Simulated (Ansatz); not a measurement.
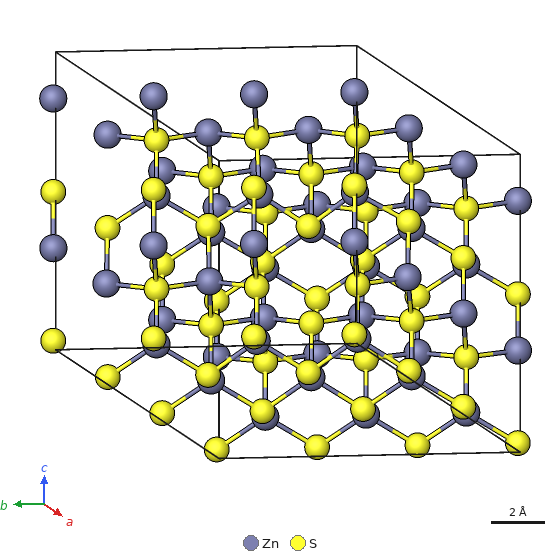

The crystal in a ball-and-stick representation, seen from a general direction. Lines trace the edges of the supercell. The host is ZnS, in a cell of 72 sites, and the cell carries a charge of -1.

**How does this supercell depart from the perfect host?**

A zinc vacancy. Around the empty site lie four S at about 2.3 to 2.4 Å.

Calculation details: DFT PBE, scalar-relativistic, plane waves, PAW (Ansatz); a kinetic-energy cutoff of 420 eV, a 1×1×1 sampling of the Brillouin zone, Gaussian smearing of 0.01 eV, collinear spins.

**Does the defective cell carry a moment?**

Yes, 1.0 μB in the cell.

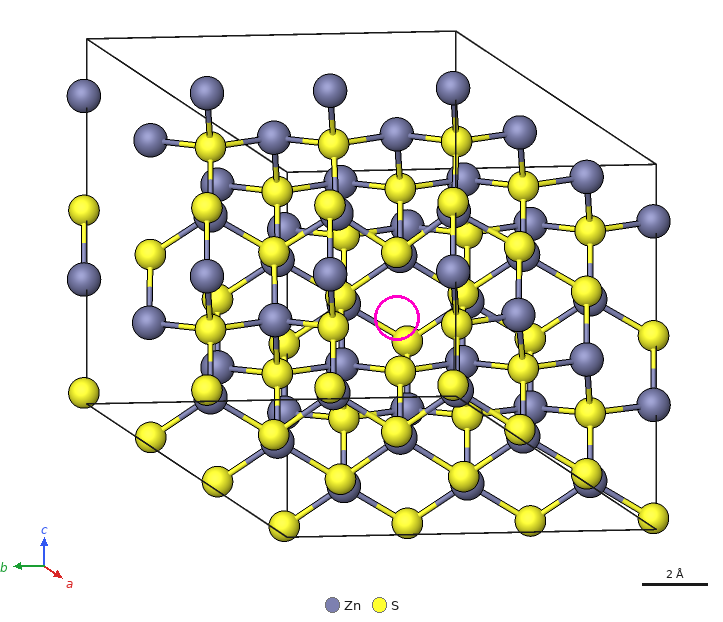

The same cell with a ring at the defect's site.

The atoms were relaxed in the host's cell with Ansatz 0.2.0, DFT PBE, scalar-relativistic, plane waves, PAW.
